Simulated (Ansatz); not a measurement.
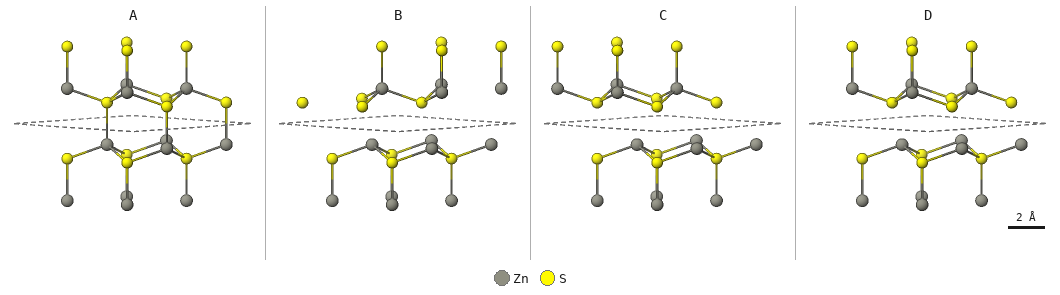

A scan of a crystal of ZnS (P6_3mc) along one coordinate. The picture is a ball-and-stick view of the layers on both sides of the dashed plane, seen from the side, nearly along that plane.

The calculation used Ansatz, DFT PBE, scalar-relativistic, plane waves, PAW. Set-up: plane-wave cutoff 420 eV; k-point mesh 8 × 8 × 2; occupations gaussian; smearing width 0.05 eV; no spin polarisation. Energies (free energies at the smearing named) are counted from the relaxed crystal.

**What is being scanned?**

The crystal above a cut along the (0 0 1) plane of the conventional cell (between a plane of Zn below and one of S above, 2.36 Å apart) is slid rigidly by fractions of an in-plane lattice vector 6.66 Å long (a generalised stacking fault). In the frames the slip is 0.00 (A), 0.417 (B), 0.667 (C), 0.917 (D). One cut stands in each cell, which starts 12.6 Å high; nothing is relaxed, and the dashed outline marks the cut. Their energies are 0 mJ/m², 855 mJ/m², 1275 mJ/m², 129 mJ/m².
